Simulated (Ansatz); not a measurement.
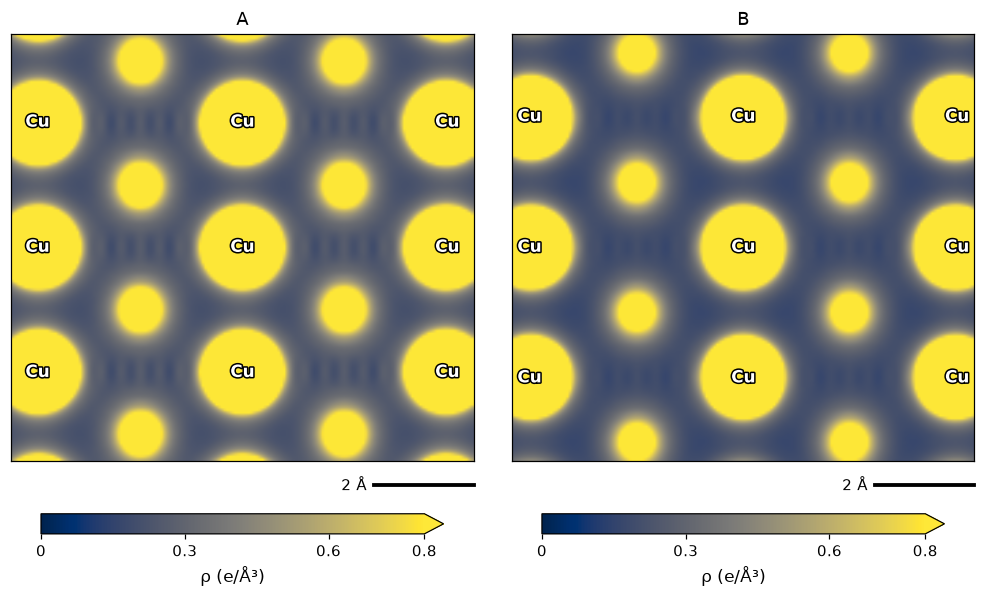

Cu. The valence charge density (pseudo) of two cells that differ in size, on the (11̄0) plane of each (indices in the axes of the calculation cell), at one length scale and on one colour scale; one has 11.2 and the other 12.7 Å³ an atom.

Method: DFT, BLYP, plane waves (420 eV) with PAW, scalar-relativistic in Ansatz 0.2.0.

The density is the valence pseudo-density of a PAW calculation; it isn't the true density close to the nuclei.

The larger cell:

```cif
data_structure
_symmetry_space_group_name_H-M 'P 1'
_symmetry_Int_Tables_number 1
_cell_length_a 2.6184
_cell_length_b 2.6184
_cell_length_c 4.2871
_cell_angle_alpha 90.008
_cell_angle_beta 90.008
_cell_angle_gamma 120.008
_cell_volume 25.45
loop_
_atom_site_label
_atom_site_type_symbol
_atom_site_fract_x
_atom_site_fract_y
_atom_site_fract_z
_atom_site_occupancy
Cu1 Cu 0.04166 0.95834 0.00000 1
Cu2 Cu 0.70834 0.29166 0.50000 1
```

The smaller cell: a = 2.509 Å, b = 2.509 Å, c = 4.108 Å, α = 90.01°, β = 90.01°, γ = 120.01°.

### Which is the denser cell? Describe the effect of the change.

Panel A is the smaller cell, by 12 % in volume. From the larger cell to the smaller, Cu–Cu goes from 2.62 to 2.51 Å, and the density at its midpoint from 0.23 to 0.29 e/Å³; the pressure goes from −0.2 to 20 GPa.
